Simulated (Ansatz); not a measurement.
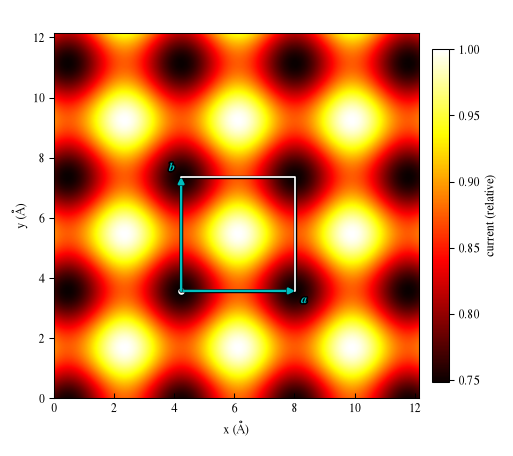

Constant-height image 4.5 Å above the topmost atom of CoSi2(100) (Fm-3m bulk, 10 atomic planes (those closer than 0.6 Å count as one), 12 Å, Co-terminated), sample bias −1.00 V. The white outline is the surface cell of the coordinates below, with its origin (dot) on a lattice point and its vectors a and b marked.

The STM signal is simulated in the Tersoff–Hamann approximation. Bias windows are sharp sums over the levels of the k mesh.

Computed with DFT PBE, scalar-relativistic, plane waves, PAW in Ansatz 0.2.0. Cutoff 420 eV, 13 × 13 k-points, Gaussian smearing 0.1 eV, dipole correction. The slab is a cut without reconstruction beyond its cell, at the source's lattice constants, with its lower half held fixed and the rest relaxed. No spin polarisation (the relaxation was started with spin and lost its moment; a magnetic state may still lie lower). The run couldn't confirm all of its levels under its output density. The run warns that the functional's potential is rough in the thin density of the vacuum, where the tip is; weak contrasts and barriers may feel it.

```xyz
15
Lattice="3.7936 0.0000 0.0000 0.0000 3.7936 0.0000 0.0000 0.0000 29.0712" Properties=species:S:1:pos:R:3 pbc="T T T"
Si    1.8968    0.0000    8.5000
Si    0.0000    1.8968    8.5000
Co    1.8968    1.8968    9.8412
Si    0.0000    1.8968   11.1825
Si    1.8968    0.0000   11.1825
Co    0.0000    0.0000   12.5238
Si    1.8968    0.0000   13.8650
Si    0.0000    1.8968   13.8650
Co    1.8968    1.8968   15.2224
Si    0.0000    1.8968   16.5322
Si    1.8968    0.0000   16.5322
Co    0.0000    0.0000   17.8614
Si    1.8968    0.0000   19.2112
Si    0.0000    1.8968   19.2112
Co    1.8968    1.8968   20.4431
```

The last single point took 41 s on 2 threads of Intel(R) Xeon(R) 6975P-C (Granite Rapids), on a shared host, peak memory 1.2 GiB.

Question: What lies under the maxima and minima of this image?

Answer: The brightest spots lie over the top Co atoms; the darkest points are over the sites above the Co atoms 2.6 Å below the top plane. The brightest point carries 1.3 times the current of the darkest.
